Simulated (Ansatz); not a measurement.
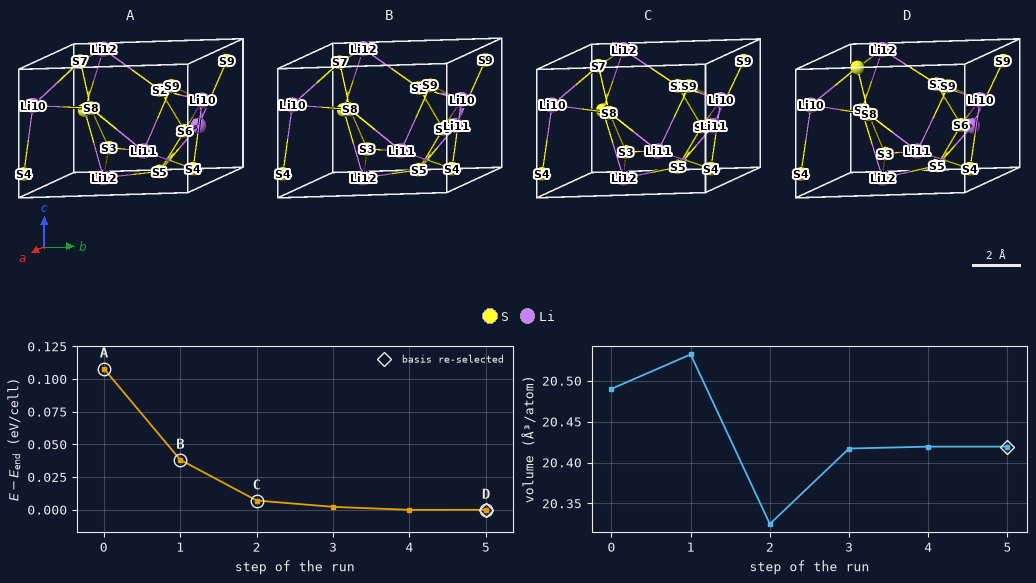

Frames of a relaxation of crystalline LiS₃ (set up in P3_221), marked on the history of the run. Style: ball-and-stick. Shown: the cell of the calculation, slightly off an axis.

Case: 3 Li put on empty site 1 of 1 host cells, relaxed.

Theory: DFT PBE+D3(BJ), scalar-relativistic, plane waves, PAW (Ansatz). (plane-wave cutoff 420 eV; k-point mesh 6 × 6 × 6; occupations gaussian; smearing width 0.1 eV; no spin polarisation; cell and atoms relaxed; force threshold 0.025 eV/Å; at most 70 steps)

Question: Describe the path.

Answer: The largest moves relative to the cell, 0.26 Å, are those of S2, S3, S5, S6, S7 and S8. S5 goes roughly along +c. By element the largest moves are S 0.26 Å, Li 0.13 Å. The volume changes by −0.3 %, with a = b 7.224 → 7.215 Å (−0.1 %), c 5.441 → 5.435 Å (−0.1 %). Some distances before and after: S2–Li12 2.938 → 2.690 Å, S1–Li10 2.490 → 2.607 Å, S1–Li12 2.974 → 3.021 Å, S2–S5 2.176 → 2.154 Å. Among the angles between lasting bonds that change: S7–S8–Li10 78.8° → 71.2°, S2–Li10–S8 129.9° → 135.3°, S1–Li10–S8 98.0° → 94.4°. The space group stays P3_221 (No. 154). After 4 accepted moves (5 points after the start) the energy has fallen by 0.108 eV per cell of the calculation. Largest force component: 0.3 eV/Å at the start, 0.024 eV/Å at the end. Pressure: −0.22 GPa at the start and 0.01 GPa at the end. At 1 point the geometry stayed and the basis and grid were re-selected for the new cell (energy shift of less than 0.05 meV per cell of the calculation at most each time). The run took 120 s on 2 threads of Arm Neoverse V1 (shared host), peak memory 0.63 GiB. From step 0 to 1: S atoms move most (0.07 Å), volume +0.2 %, energy −69.8 meV per cell of the calculation. From step 1 to 2: S atoms move most (0.11 Å), volume −1.0 %, energy −31.2 meV per cell of the calculation. From step 2 to 5: S atoms move most (0.07 Å), volume +0.5 %, energy −7.1 meV per cell of the calculation.

| step | E − E(0), meV/atom | largest force component, eV/Å | pressure, GPa | volume, Å³/atom | note |
| --- | --- | --- | --- | --- | --- |
| 0 | 0.00 | 0.2951 | -0.22 | 20.490 |  |
| 1 | -5.82 | 0.1584 | -0.21 | 20.532 |  |
| 2 | -8.42 | 0.1187 | 0.12 | 20.325 |  |
| 3 | -8.82 | 0.0507 | 0.04 | 20.417 |  |
| 4 | -9.01 | 0.0243 | 0.01 | 20.420 |  |
| 5 | -9.01 | 0.0243 | 0.01 | 20.420 | same geometry, new basis |
